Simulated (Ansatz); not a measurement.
## Run report: Zr$_{5}$N$_{4}$, geometry relaxation (part 2 of 2)

Continued. System: Zr$_{5}$N$_{4}$ (slab, 9 atoms in the cell). Method: DFT PBE, scalar-relativistic, plane waves, PAW, no spin polarisation (Ansatz 0.2.0); cutoff 420 eV, 12×12×1 k-mesh, Gaussian smearing of 0.1 eV. The structure derives from an entry of the Crystallography Open Database. It belongs to a series of runs on one base structure; here: (1 1 1) slab, atoms relaxed.

Geometry of the input (Å; fractional positions):
```
3.2489  0.0000  0.0000
-1.6245  2.8136  0.0000
0.0000  0.0000  25.6109
Zr 0.6667  0.3333  0.2928
N  0.0000  0.0000  0.3446
Zr 0.3333  0.6667  0.3964
N  0.6667  0.3333  0.4482
Zr 0.0000  0.0000  0.5000
N  0.3333  0.6667  0.5518
Zr 0.6667  0.3333  0.6036
N  0.0000  0.0000  0.6554
Zr 0.3333  0.6667  0.7072
```

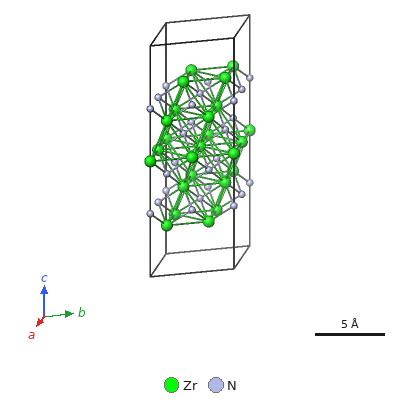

**Figure 1.** The geometry at step 3 of the log (ball-and-stick view of the 2 × 2 repeat of the cell, with the vacuum cut short, seen slightly off an axis).

```
WARN: The output density's exchange-correlation potential varies sharply where the density is thin. Do not read a vacuum level from v_tot or v_xc, or from such a field of the output density. On a cell that repeats whose density bears no net charge and no dipole along the vacuum's axis use v_es (v_loc + v_h of the components); under efield.dipole_correction with no amplitude use v_es + v_field, which holds any external_charges[].barrier, or the levels of the report's work_function block, which leave it out; under a non-zero efield.amplitude the vacuum is tilted and has no level; on a cell that repeats and bears such a dipole with no correction it is tilted too, and efield.dipole_correction with no amplitude gives each side of its ramp a level where efield: is served; in a cell that repeats whose density bears a net charge (total_charge, or a fill off its count) it is curved and has none; of a slab under crystal.periodic whose density bears no net charge use v_es, which has a level on each side, short of where the two are joined; of another it falls or rises all the way out and has none; of a slab beside external_charges read slab_vacuum_level instead, which it has where they leave it neutral. The grid or the basis barely resolves most such structure, and the values can differ between equally converged runs; as a rule a tighter scf.convergence.dr2_threshold does not remove it. Where the density itself ripples (under the LDA too) a higher basis.ecutwfc lessens it. The files hold the spikes' plane waves up to the density's cutoff. Files: v_tot_of_output_density and the like, and their columns of v_z.tsv (output.write_potential); v_xc_of_output_density and the like, and their columns of v_comp_z.tsv (output.write_potential_components). Measured: with its Gaussian average of σ = 0.25 Å subtracted twice, the exchange-correlation potential is over 0.1 eV at 880 of the grid points where the equally averaged density (valence and model cores) is under 1e-3 e/Å³, and 0.427 eV at the most among them, at an averaged density of 1.6e-7 e/Å³. See output.write_potential in the manual, Limitations
SCF converged after 2 iterations
Free energy (F): -22467.003721 eV
Harris-Foulkes:  -22467.003721 eV  (|F-HF|=1.04e-8)
Internal energy: -22466.960348 eV  (E = F + TS)
E sigma→0 (E₀):  -22466.982034 eV
Entropy (-TS):   -0.043373 eV (-4.819 meV/atom)
Fermi energy:    6.629275 eV
Dipole field:    D = -0.000000 V/Å  (p = -0.000000 e·Å, saw-weighted, corrected)
Work function:   Φ+ = 4.3830 eV   Φ− = 4.3830 eV
Levels:          The Fermi level and band energies are counted from a zero that moves with the ramp; work functions are not
--- Per-component energies (eV) ---
  E_band       = -1038.175993
  E_kinetic    = 2197.756707
  E_local      = -75115.765255  (includes V_loc(G=0)·N_el)
  E_nonlocal   = 573.687097
  E_hartree    = 36524.658582
  E_xc         = -1055.487296
  E_vxc        = -1269.565845  (∫ρ·V_xc dr)
  E_paw        = -15275.736910  (= ΣΔE_a)
  E_vpaw       = -473.615889  (= ΣTr[D̂ρ^β])
  E_aug_tail   = 0.000486  (compensation charges beyond the density's cutoff)
  E_efield     = 0.000000  (sawtooth field / dipole correction)
  E_vefield    = 0.000000  (∫n·V_field dr)
  E_ewald      = 29683.926241
  E_smearing   = -0.043373  (= −TS)
  E_closure    = -0.000000  (closes the sum)
  Σ components = -22467.003721   (vs F -22467.003721, Δ=0.00e0)
--- Forces (eV/Å), atoms counted from 1 ---
  atom   1  Zr    -0.00000000     0.00000000    -0.00224550
  atom   2  N     -0.00000000    -0.00000000     0.01191362
  atom   3  Zr     0.00000000    -0.00000000    -0.00208665
  atom   4  N     -0.00000000    -0.00000000     0.01190482
  atom   5  Zr     0.00000000     0.00000000     0.00000015
  atom   6  N      0.00000000     0.00000000    -0.01190502
  atom   7  Zr    -0.00000000    -0.00000000     0.00208661
  atom   8  N     -0.00000000     0.00000000    -0.01191340
  atom   9  Zr     0.00000000    -0.00000000     0.00224550
  max |Σ_I F_I| component: 1.38e-7 eV/Å
--- Band table (eV; the first three rows and the last of 19) ---
  k-point 0: bands = ["-43.0036", "-42.8340", "-42.8225", "-42.5730", "-42.5729", "-21.6250", "-21.3543", "-21.0577", "-20.7421", "-20.7421", "-20.6339", "-20.5749", "-20.5749", "-20.5696", "-20.5696", "-20.5394", "-20.2405", "-20.2405", "-20.2405", "-20.2405", "-9.4147", "-8.9184", "-8.2693", "-7.6687", "-0.6987", "0.0680", "1.1485", "1.1485", "1.3493", "1.5627", "1.5627", "2.3670", "2.3670", "2.9683", "3.4831", "3.4831", "5.5228", "5.7207", "6.4086", "6.4620", "6.4620", "6.7379", "7.0499", "7.0499", "7.3057", "7.9335", "7.9335", "8.0155", "8.4395"]
  k-point 1: bands = ["-42.9969", "-42.8275", "-42.8166", "-42.5678", "-42.5677", "-21.5995", "-21.3411", "-21.0616", "-20.8024", "-20.7564", "-20.6801", "-20.6219", "-20.5881", "-20.5805", "-20.5780", "-20.5401", "-20.2900", "-20.2886", "-20.2505", "-20.2505", "-9.3081", "-8.8572", "-8.2731", "-7.7407", "-0.5471", "0.1355", "1.0645", "1.2038", "1.2439", "1.5967", "1.8129", "2.0249", "2.3550", "3.0739", "3.0891", "3.3603", "5.5819", "5.6500", "6.0942", "6.5536", "6.5937", "6.6337", "6.9862", "7.1750", "7.4504", "7.7605", "8.0715", "8.2442", "8.4422"]
  k-point 2: bands = ["-42.9786", "-42.8096", "-42.8006", "-42.5537", "-42.5536", "-21.5281", "-21.3130", "-21.0943", "-20.9488", "-20.8242", "-20.7951", "-20.7282", "-20.6242", "-20.6101", "-20.5834", "-20.5521", "-20.4182", "-20.4114", "-20.2777", "-20.2776", "-9.0258", "-8.7040", "-8.2930", "-7.9251", "-0.1640", "0.3328", "0.8578", "1.2258", "1.3288", "1.6655", "1.7019", "1.8157", "2.3149", "2.4509", "2.9441", "3.1220", "5.2573", "5.7398", "5.7813", "6.0239", "6.8912", "7.0202", "7.1098", "7.5572", "7.5721", "7.7569", "8.2750", "8.4896", "8.6311"]
  k-point 18: bands = ["-42.8901", "-42.7229", "-42.7229", "-42.4854", "-42.4854", "-21.4021", "-21.4021", "-21.3203", "-21.2162", "-21.1615", "-21.1615", "-20.9588", "-20.9588", "-20.9344", "-20.7565", "-20.7325", "-20.6276", "-20.6276", "-20.5876", "-20.5876", "-8.3156", "-8.3147", "-8.2212", "-8.2212", "0.5359", "0.5359", "0.5810", "1.1060", "1.1060", "1.7282", "1.7282", "1.7824", "1.7824", "1.7967", "1.8338", "1.8445", "6.2572", "6.2572", "6.5531", "6.6006", "7.3862", "7.3862", "7.8738", "8.2794", "8.2794", "8.8062", "9.0564", "9.0564", "9.8479"]
--- Relaxed structure (5 steps of the walk, 5 accepted, 0 SCFs on fresh bases) ---
  F+E_penalty+E_count = -22467.00372084 eV   max|allowed force component| = 1.191e-2 eV/Å
  atoms:
    - { symbol: Zr, position: [0.6666666666666667, 0.3333333333333333, 0.2952591829846679] }
    - { symbol: N, position: [-1.4935957266651374e-19, 2.1574360201180684e-30, 0.34437710836572916] }
    - { symbol: Zr, position: [0.3333333333333333, 0.6666666666666666, 0.3952343506809789] }
    - { symbol: N, position: [0.6666666666666667, 0.3333333333333333, 0.44817030190156687] }
    - { symbol: Zr, position: [-1.4228013339469467e-25, 5.257395124541537e-32, 0.4999999997561411] }
    - { symbol: N, position: [0.3333333333333333, 0.6666666666666666, 0.5518296989508547] }
    - { symbol: Zr, position: [0.6666666666666667, 0.3333333333333333, 0.6047656496378179] }
    - { symbol: N, position: [1.493589450066487e-19, -2.20418762095961e-30, 0.655622890558503] }
    - { symbol: Zr, position: [0.3333333333333333, 0.6666666666666666, 0.7047408171637413] }
```

Trajectory as extended XYZ (Å, eV, eV/Å), 5 frames, from step=1 to step=5:
```
9
Lattice="3.2489 0.0000 0.0000 -1.6245 2.8136 0.0000 0.0000 0.0000 25.6109" Properties=species:S:1:pos:R:3:forces:R:3 step=1 energy=-22466.94056
Zr    1.6245    0.9379    7.5000    0.0000   0.0000   0.6385
N     0.0000    0.0000    8.8264    0.0000   0.0000  -0.1070
Zr    0.0000    1.8758   10.1527    0.0000   0.0000  -0.7025
N     1.6245    0.9379   11.4791    0.0000   0.0000  -0.0337
Zr    0.0000    0.0000   12.8054    0.0000   0.0000   0.0000
N     0.0000    1.8758   14.1318    0.0000   0.0000   0.0337
Zr    1.6245    0.9379   15.4582    0.0000   0.0000   0.7025
N     0.0000    0.0000   16.7845    0.0000   0.0000   0.1070
Zr    0.0000    1.8758   18.1109    0.0000   0.0000  -0.6385
9
Lattice="3.2489 0.0000 0.0000 -1.6245 2.8136 0.0000 0.0000 0.0000 25.6109" Properties=species:S:1:pos:R:3:forces:R:3 step=2 energy=-22466.95138
Zr    1.6245    0.9379    7.6073    0.0000   0.0000  -0.5063
N     0.0000    0.0000    8.8445    0.0000   0.0000  -0.1637
Zr    0.0000    1.8758   10.0984    0.0000   0.0000   0.6440
N     1.6245    0.9379   11.4497    0.0000   0.0000   0.3725
Zr    0.0000    0.0000   12.8054    0.0000   0.0000   0.0000
N     0.0000    1.8758   14.1612    0.0000   0.0000  -0.3725
Zr    1.6245    0.9379   15.5125    0.0000   0.0000  -0.6440
N     0.0000    0.0000   16.7664    0.0000   0.0000   0.1637
Zr    0.0000    1.8758   18.0036    0.0000   0.0000   0.5063
9
Lattice="3.2489 0.0000 0.0000 -1.6245 2.8136 0.0000 0.0000 0.0000 25.6109" Properties=species:S:1:pos:R:3:forces:R:3 step=3 energy=-22467.00173
Zr    1.6245    0.9379    7.5599    0.0000   0.0000   0.0445
N     0.0000    0.0000    8.8320    0.0000   0.0000  -0.1004
Zr    0.0000    1.8758   10.1232    0.0000   0.0000   0.0053
N     1.6245    0.9379   11.4704    0.0000   0.0000   0.0994
Zr    0.0000    0.0000   12.8054    0.0000   0.0000   0.0000
N     0.0000    1.8758   14.1404    0.0000   0.0000  -0.0994
Zr    1.6245    0.9379   15.4877    0.0000   0.0000  -0.0053
N     0.0000    0.0000   16.7789    0.0000   0.0000   0.1004
Zr    0.0000    1.8758   18.0510    0.0000   0.0000  -0.0445
9
Lattice="3.2489 0.0000 0.0000 -1.6245 2.8136 0.0000 0.0000 0.0000 25.6109" Properties=species:S:1:pos:R:3:forces:R:3 step=4 energy=-22467.00372
Zr    1.6245    0.9379    7.5619    0.0000   0.0000  -0.0023
N     0.0000    0.0000    8.8198    0.0000   0.0000   0.0120
Zr    0.0000    1.8758   10.1223    0.0000   0.0000  -0.0021
N     1.6245    0.9379   11.4780    0.0000   0.0000   0.0118
Zr    0.0000    0.0000   12.8054    0.0000   0.0000   0.0000
N     0.0000    1.8758   14.1329    0.0000   0.0000  -0.0118
Zr    1.6245    0.9379   15.4886    0.0000   0.0000   0.0021
N     0.0000    0.0000   16.7911    0.0000   0.0000  -0.0120
Zr    0.0000    1.8758   18.0490    0.0000   0.0000   0.0023
9
Lattice="3.2489 0.0000 0.0000 -1.6245 2.8136 0.0000 0.0000 0.0000 25.6109" Properties=species:S:1:pos:R:3:forces:R:3 step=5 energy=-22467.00372
Zr    1.6245    0.9379    7.5619    0.0000   0.0000  -0.0022
N     0.0000    0.0000    8.8198    0.0000   0.0000   0.0119
Zr    0.0000    1.8758   10.1223    0.0000   0.0000  -0.0021
N     1.6245    0.9379   11.4780    0.0000   0.0000   0.0119
Zr    0.0000    0.0000   12.8054    0.0000   0.0000   0.0000
N     0.0000    1.8758   14.1329    0.0000   0.0000  -0.0119
Zr    1.6245    0.9379   15.4886    0.0000   0.0000   0.0021
N     0.0000    0.0000   16.7911    0.0000   0.0000  -0.0119
Zr    0.0000    1.8758   18.0490    0.0000   0.0000   0.0022
```

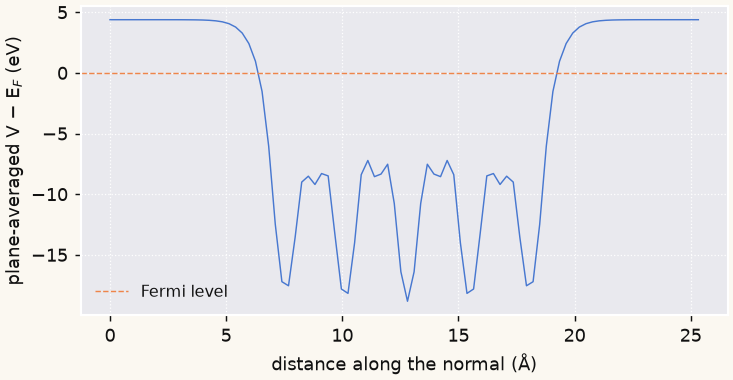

**Figure 2.** Plane average of the electrostatic potential energy of an electron across the cell, from the Fermi level. The vacuum level lies 4.38 eV above the Fermi level.

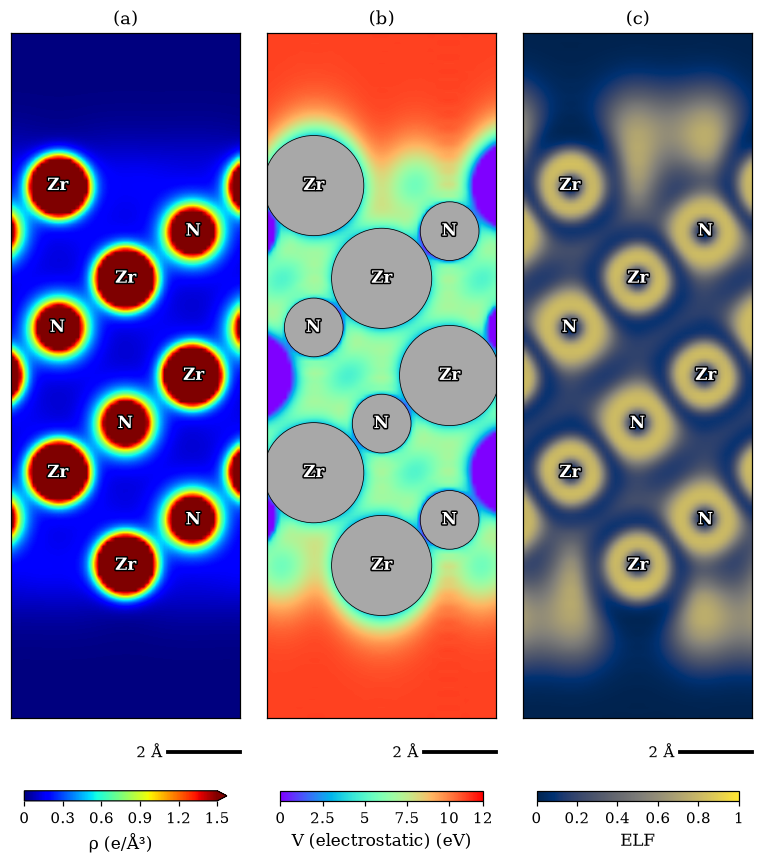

**Figure 3.** (a) valence electron density; (b) electrostatic potential energy of an electron; (c) electron localisation function on the (110) plane of the calculation cell, a cut from vacuum to vacuum. Grey discs, where drawn, cover atomic cores. The section cuts through Zr and N sites. Zr–N (2.26 Å): ρ at the midpoint is about 0.5 e/Å³; the ELF peaks at about 0.80 in the valence shell of N, 0.6 Å from its nucleus, and drops to about 0.20 between the two atoms (no shared pair; the contact is polar). Zr–Zr (3.17 Å): ρ at the midpoint is about 0.18 e/Å³; the ELF is about 0.15 at the midpoint (no localised pair between them). Zr–N (2.31 Å): the density is about 0.43 e/Å³ at the midpoint; the ELF peaks at about 0.80 in the valence shell of N, 0.7 Å from its nucleus, and drops to about 0.15 between the two atoms (a polar contact without a shared pair, in a metal). Zr–Zr (3.27 Å): ρ at the midpoint is about 0.16 e/Å³; the ELF is about 0.15 at the midpoint (no localised pair between them). The density dies away to nearly zero in the vacuum. The strong features right at Zr lie inside the PAW spheres (semicore, d or f shells) and say nothing about bonding. Core electrons are frozen (PAW), so the fields are smoothed inside the atomic spheres.

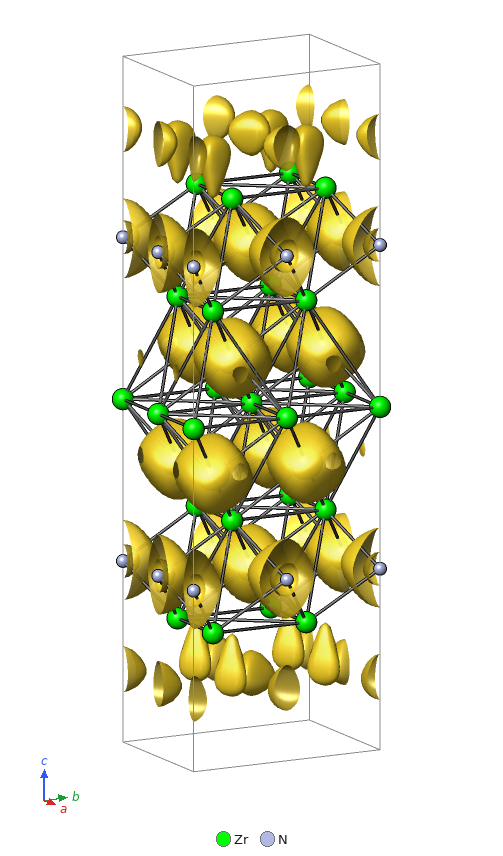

**Figure 4.** Isosurface of the ELF at 0.65 (yellow), seen slightly off an axis. Only the valence region is drawn (cores and ρ < 0.01 e/Å³ removed). Sticks mark near contacts. Values along the shortest contacts: Zr–N (2.26 Å): the ELF peaks at about 0.80 in the valence shell of N, 0.6 Å from its nucleus, and drops to about 0.20 between the two atoms (a polar contact without a shared pair, in a metal). Zr–Zr (3.17 Å): the ELF is about 0.15 at the midpoint (no shared electron pair).

Results in brief:

- outcome: converged
- electrons treated: 80
- free energy: −22467.0037 eV
- work function, top face: 4.38 eV
- work function, bottom face: 4.38 eV
- Fermi energy: 6.629 eV
- gap on the k-point mesh: none (metallic)
- final volume: 234.12 Å³
- work function (upper face): 4.38 eV
- largest force (length of the vector) at the end: 0.012 eV/Å
- hardware: 1 thread of Intel Xeon @ 2.50GHz (Skylake/Cascade Lake), 32 GiB of memory available, shared host
- wall time: 2.3 min
- peak memory: 0.58 GiB

Remarks:

The program warns: the exchange-correlation potential is rough where the density is thin.
